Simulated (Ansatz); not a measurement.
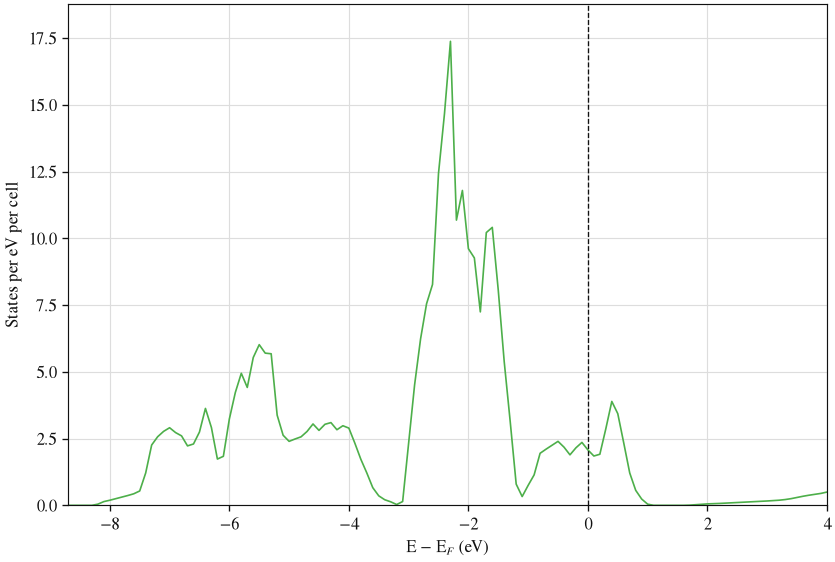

Density of states. Energies are counted from the Fermi level.

The Ansatz input:

```yaml
crystal:
  lattice:
    - [2.34465, -1.7134, 0.0]
    - [2.34465, 1.7134, 0.0]
    - [-0.8605543552, 0.0, 5.0594363927]
  atoms:
    - { symbol: Cu, position: [0.4968, 0.0032, 0.5] }
    - { symbol: Cu, position: [0.0032, 0.4968, 0.0] }
    - { symbol: O, position: [0.4056, 0.5714, 0.7537] }
    - { symbol: O, position: [0.5714, 0.4056, 0.2537] }
hamiltonian:
  xc: pbesol
  pseudopotentials: { kind: paw }
kpoints:
  mp_grid: { grid: [8, 8, 6] }
scf:
  occupations: { method: fermi_dirac, width: 0.05 }
  n_extra_bands: 10
output:
  forces: true
  stress: true
  eigenvalues: true
  dos: { projected: false, de: 0.05, nscf_kmesh: { grid: [12, 12, 9] } }
  write_density: true
  write_potential: true
  elf: true
  volumetric_format: npy
```

System: CuO, space group Cc, 4 atoms in the primitive cell.

Ansatz; PBEsol, Ansatz PAW, no spin polarisation, no spin-orbit coupling, 8×8×6 k mesh in the self-consistent step, 420 eV cutoff, Fermi-Dirac smearing of 0.05 eV.

Question: What is the density of states at the Fermi level?

Answer: It is a metal. The density of states at the Fermi level is about 2.1 per eV and cell (mean within 0.25 eV), or 0.52 per atom.

The density of states comes from the program's own step for it, whose mesh and broadening can differ from those of the self-consistent step. The run has no spin polarisation, though such a crystal can be magnetic. Semilocal functionals often make such compounds metallic where correlation or magnetic order opens a gap, which also shifts bond lengths. The PAW data sets were made with another functional. The k mesh is thin for a metal, so its Fermi level is uncertain. The k mesh is thin for a density of states, so fine features aren't converged.
